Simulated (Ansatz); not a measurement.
## Electronic structure of MnO2 in real space

```cif
data_structure
_symmetry_space_group_name_H-M 'P 1'
_symmetry_Int_Tables_number 1
_cell_length_a 4.3306
_cell_length_b 4.4623
_cell_length_c 2.8625
_cell_angle_alpha 90.000
_cell_angle_beta 90.000
_cell_angle_gamma 90.000
_cell_volume 55.32
loop_
_atom_site_label
_atom_site_type_symbol
_atom_site_fract_x
_atom_site_fract_y
_atom_site_fract_z
_atom_site_occupancy
Mn1 Mn 0.50000 0.50000 0.50000 1
Mn2 Mn 0.00000 0.00000 0.00000 1
O1 O 0.21399 0.82296 0.50000 1
O2 O 0.28601 0.32296 0.00000 1
O3 O 0.71399 0.67704 0.00000 1
O4 O 0.78601 0.17704 0.50000 1
```

Space group Pnnm; a structure from a database of computed crystals, not necessarily the ambient phase; computed pressure about 6 GPa in this cell; the SCF solution may not be the lowest one; the program warned that another magnetic order may lie lower; spin-polarised.

Computed with Kohn-Sham DFT of a periodic cell, PBE, Ansatz PAW in Ansatz 0.2.0.

In a PAW calculation such maps are meaningful between the atoms, not at the nuclei.

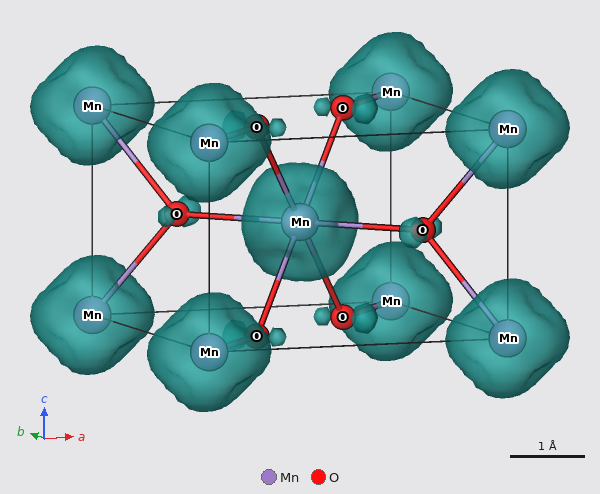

Figure 1. Isosurface of the magnetisation density (up minus down) at +0.3 e/Å³ (teal), seen slightly off an axis. Sticks mark near contacts.

Which atoms carry the moments, and with what signs?

Answer. The spin density sits on Mn: +2.4 μB (×2) in one cell of 6 atoms, with smaller moments on O (up to +0.10 μB): parallel main moments (a ferromagnetic arrangement) in this solution. The cell of the calculation (6 atoms) carries 6.0 μB of net spin moment.

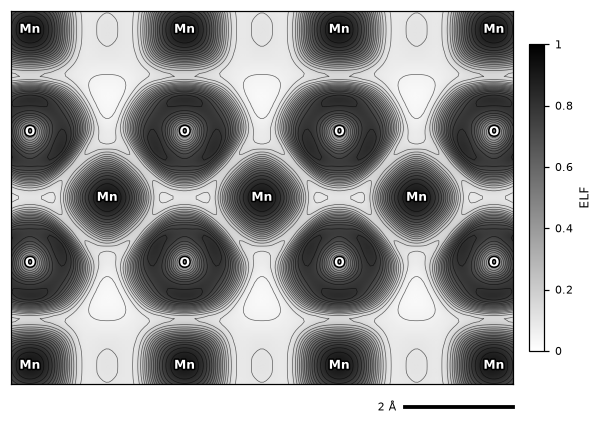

Figure 2. ELF on the (11̄0) plane of the conventional cell.

Read the bonding off the picture.

Answer.
- The section cuts through Mn and O sites.
- Mn–O (1.88 Å): the ELF peaks at about 0.80 in the valence shell of O, 0.6 Å from its nucleus, and is about 0.25 at the midpoint: no shared electron pair shows on this line.
- The features right at Mn lie inside the PAW spheres, where the map follows smoothed inner orbitals and isn't to be read closely.

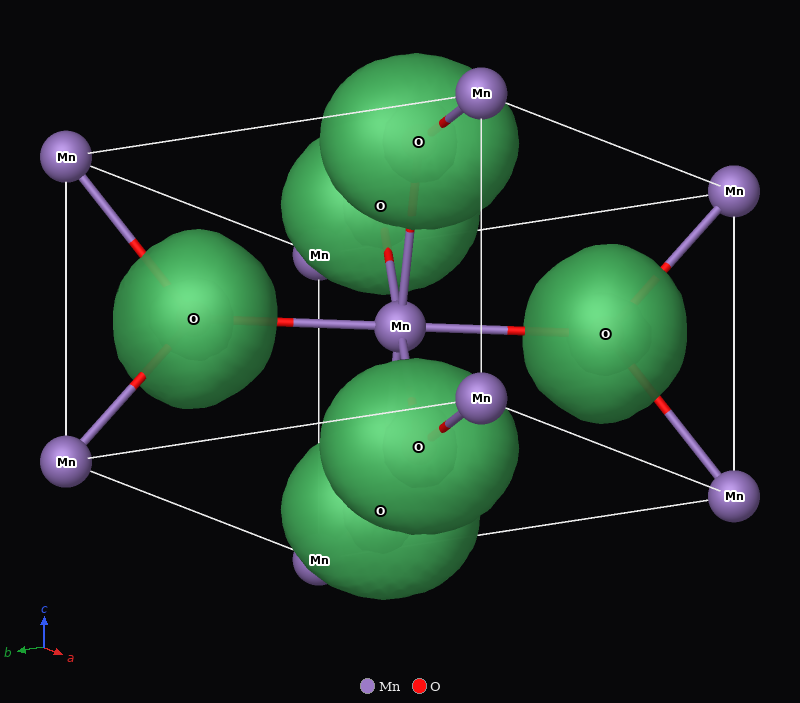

Figure 3. Isosurface of the electron localisation function at 0.7 (green), seen at an oblique angle. Only the valence region is drawn (cores and ρ < 0.01 e/Å³ removed). Sticks mark near contacts.

What do the ELF domains correspond to?

Answer. The surface consists of four regions wrapped around O (the valence shell of each), counted in one cell of 6 atoms. Regions shared between cells count once.
